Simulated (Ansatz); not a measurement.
**Al$_{16}$N$_{15}$ (cell with a defect): density, localisation and related maps**

Input

```
crystal:
  lattice:
    - [-4.4031742015, -4.4031742015, 4.4031742015]
    - [4.4031742015, -4.4031742015, -4.4031742015]
    - [4.4031742015, 4.4031742015, 4.4031742015]
  atoms:
    - { symbol: Al, position: [0.25, 0.0, 0.75], spin: 0.25 }
    - { symbol: Al, position: [0.0, 0.0, 0.0] }
    - { symbol: Al, position: [0.5, 0.75, 0.75], spin: 0.25 }
    - { symbol: Al, position: [0.25, 0.75, 0.0], spin: 0.25 }
    - { symbol: Al, position: [0.0, 0.75, 0.25] }
    - { symbol: Al, position: [0.75, 0.0, 0.25] }
    - { symbol: Al, position: [0.5, 0.0, 0.5] }
    - { symbol: Al, position: [0.0, 0.25, 0.75] }
    - { symbol: Al, position: [0.75, 0.5, 0.75] }
    - { symbol: Al, position: [0.5, 0.5, 0.0] }
    - { symbol: Al, position: [0.25, 0.5, 0.25] }
    - { symbol: Al, position: [0.0, 0.5, 0.5], spin: 0.25 }
    - { symbol: Al, position: [0.75, 0.75, 0.5] }
    - { symbol: Al, position: [0.75, 0.25, 0.0] }
    - { symbol: Al, position: [0.5, 0.25, 0.25] }
    - { symbol: Al, position: [0.25, 0.25, 0.5] }
    - { symbol: "N", position: [0.0, 0.75, 0.0] }
    - { symbol: "N", position: [0.5, 0.5, 0.75] }
    - { symbol: "N", position: [0.25, 0.5, 0.0] }
    - { symbol: "N", position: [0.0, 0.5, 0.25] }
    - { symbol: "N", position: [0.75, 0.75, 0.25] }
    - { symbol: "N", position: [0.5, 0.75, 0.5] }
    - { symbol: "N", position: [0.0, 0.0, 0.75] }
    - { symbol: "N", position: [0.75, 0.25, 0.75] }
    - { symbol: "N", position: [0.5, 0.25, 0.0] }
    - { symbol: "N", position: [0.25, 0.25, 0.25] }
    - { symbol: "N", position: [0.0, 0.25, 0.5] }
    - { symbol: "N", position: [0.75, 0.5, 0.5] }
    - { symbol: "N", position: [0.75, 0.0, 0.0] }
    - { symbol: "N", position: [0.5, 0.0, 0.25] }
    - { symbol: "N", position: [0.25, 0.0, 0.5] }
  host:
    lattice:
      - [0.0, 2.2015871008, 2.2015871008]
      - [2.2015871008, 0.0, 2.2015871008]
      - [2.2015871008, 2.2015871008, 0.0]
    atoms:
      - { symbol: Al, position: [0.0, 0.0, 0.0] }
      - { symbol: "N", position: [0.75, 0.75, 0.75] }
basis:
  ecutwfc: 420
  xc_grid: 2
kpoints:
  mp_grid: { grid: [2, 2, 2], shift: [0.0, 0.0, 0.0] }
hamiltonian:
  xc: pbe
scf:
  occupations: { method: gaussian, width: 0.01 }
output:
  forces: true
  stress: false
  eigenvalues: true
  populations: true
  charged_corrections:
    defect_position: [0.25, 0.75, 0.75]
    epsilon: [[8.6591, 0.0, 0.0], [0.0, 8.6591, 0.0], [0.0, 0.0, 8.6591]]
  write_density: true
  write_potential: true
  elf: true
  volumetric_format: npy
magnetization:
  spin_polarized: true
relax:
  adjacent_minimum: "off"
  f_tol: 0.025
  max_steps: 45
```

Run with:

```sh
ansatz run input.yaml --threads 4 --pin off --max-ram 8192MiB --backend cpu --events-out ev --progress --plain --runs-dir out
```

The fields are those of the relaxed geometry.

Spin-polarised.

All numbers below come from DFT PBE, scalar-relativistic, plane waves, PAW (Ansatz).

In a PAW calculation such maps are meaningful between the atoms, not at the nuclei.

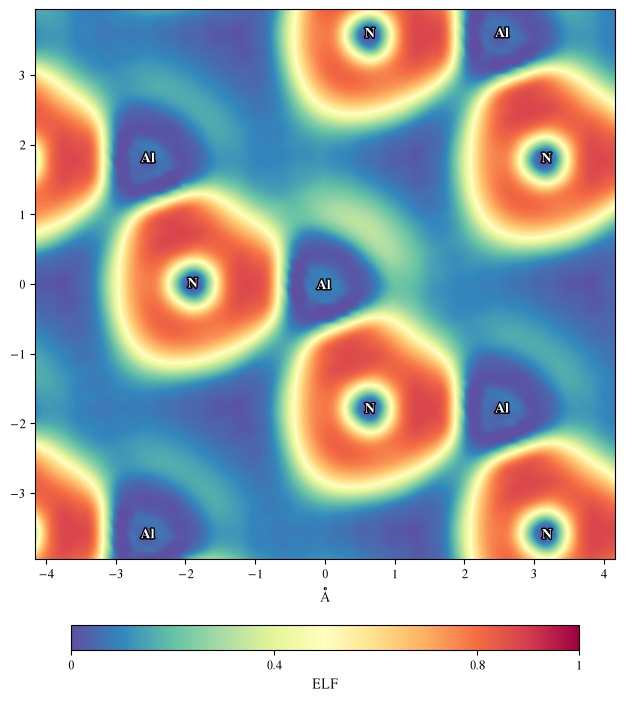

Figure 1. Electron localisation function on the (100) plane of the calculation cell.

### What do the fields say about this system?

Atoms in the plane: Al and N.
Al–N (1.90 Å): the ELF peaks at about 0.90 in the valence shell of N, 0.8 Å from its nucleus, and is about 0.90 at the midpoint.

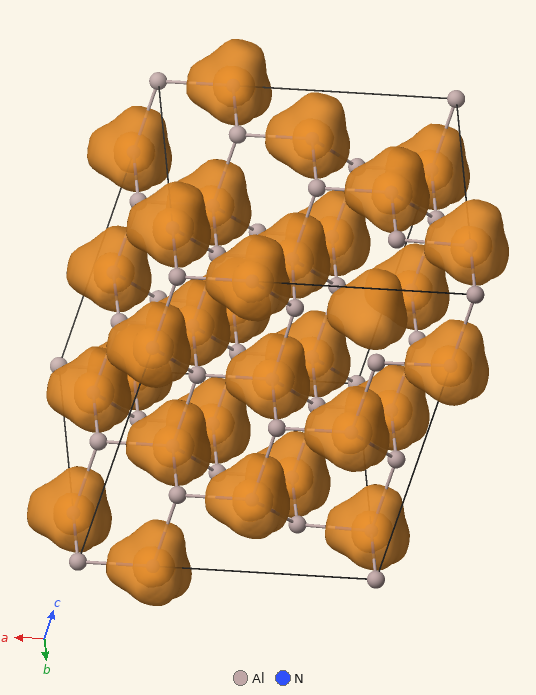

Figure 2. Isosurface of the ELF at 0.75 (orange), seen at an oblique angle. Core shells and regions of very low density are left out. Sticks mark near contacts.

### Identify the bonds, lone pairs and shells in this picture.

The surface consists of 15 regions on N in which the atom's valence shell and bonds are merged and one pocket between the atoms, centred on no nucleus (multi-centre or interstitial), counted in one cell of 31 atoms. Regions shared between cells count once. Along the contacts the grid gives the following. Al–N (1.89 Å): the ELF peaks at about 0.85 in the valence shell of N, 0.8 Å from its nucleus, and is about 0.85 at the midpoint.

### Metal or insulator at this level of theory?

It is metallic or semimetallic at this level of theory: no gap opens.
